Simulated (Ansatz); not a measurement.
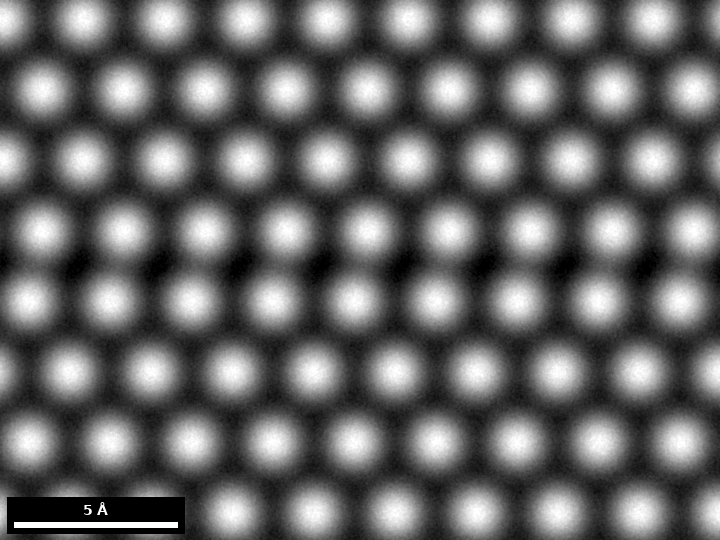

Integrated-DPC-like image of Rh (Im-3m, No. 229) along [111]. Simulated as the projected potential of neutral atoms (B = 0.5 Å²) blurred by a 1.20 Å probe, the thin-sample limit of integrated differential phase contrast. The display is stretched by a gamma of 0.8; percentages refer to the linear signal. Shot noise was added.

One planar defect was built into the perfect crystal by geometry alone, without relaxation. Host structure: coordinates from a relaxation with DFT, r2SCAN, plane waves (500 eV) with PAW, scalar-relativistic (Ansatz 0.2.0); the starting structure was generated, so it need not be a known form of this composition.

### Find the planar defect and say what kind it is.

A planar fault (a stacking fault) runs horizontally about 8 Å below the top edge. The part above it is shifted along the boundary by 2/3 of the 2.49 Å repeat of the rows (1.7 Å to the right, the same as 0.8 Å to the left); both parts keep the same orientation.
